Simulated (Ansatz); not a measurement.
Given this structure, the end point of a relaxation with Ansatz 0.2.0, DFT PBEsol, scalar-relativistic, plane waves, PAW; the starting structure was generated, so it need not be a known form of this composition, written in its standard cell:

```
CELL_PARAMETERS angstrom
5.45118 0.00000 0.00000
0.00000 5.45118 0.00000
0.00000 0.00000 5.45118
ATOMIC_POSITIONS crystal
Li 0.50000 0.50000 0.50000
Li 0.00000 0.00000 0.00000
Li 0.25000 0.00000 0.50000
Li 0.50000 0.25000 0.00000
Li 0.50000 0.75000 0.00000
Li 0.75000 0.00000 0.50000
Li 0.00000 0.50000 0.75000
Li 0.00000 0.50000 0.25000
```

Question: Predict the [110] zone-axis pattern (200 kV, kinematic, B = 0.5 Å²).

Answer: The spots form a rectangular net whose two shortest vectors correspond to d = 3.85 Å and 2.73 Å, 90.0° apart. They are 1 -1 0 (itself too weak to see) and 0 0 2. The pattern has symmetry 2mm. A glide plane extinguishes reflections such as 1 -1 -1, 1 -1 1, 2 -2 -1; a screw axis and a glide plane both extinguish reflections such as 0 0 1, 0 0 3, 0 0 5; reflections such as 1 -1 0, 2 -2 0, 1 -1 -4 are allowed but too weak to see at this display level.

Strongest reflections with d > 0.80 Å, one of each family (|F|² from tabulated Gaussian fits of the electron scattering factors, times a small damping for the curvature of the Ewald sphere):

```json
{"hkl": "0 0 2", "d (Å)": "2.726", "I (strongest = 100)": "100"}
{"hkl": "1 -1 2", "d (Å)": "2.225", "I (strongest = 100)": "51"}
{"hkl": "0 0 4", "d (Å)": "1.363", "I (strongest = 100)": "42"}
{"hkl": "2 -2 2", "d (Å)": "1.574", "I (strongest = 100)": "17"}
{"hkl": "4 -4 0", "d (Å)": "0.964", "I (strongest = 100)": "13"}
{"hkl": "3 -3 2", "d (Å)": "1.162", "I (strongest = 100)": "6"}
```

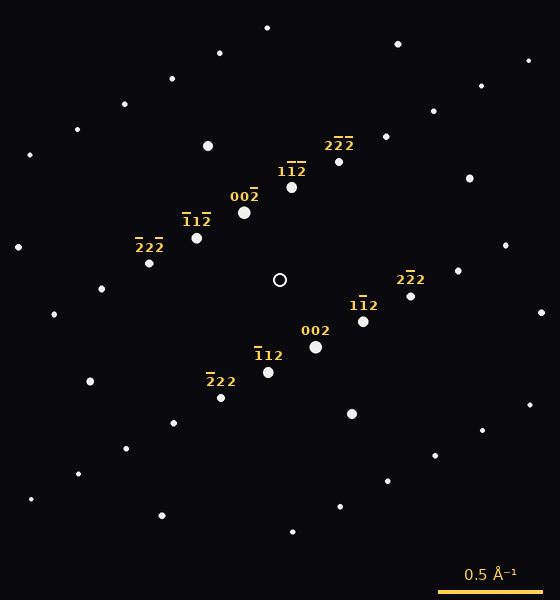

Calculated pattern, seen from the source side with [110] pointing towards the source.
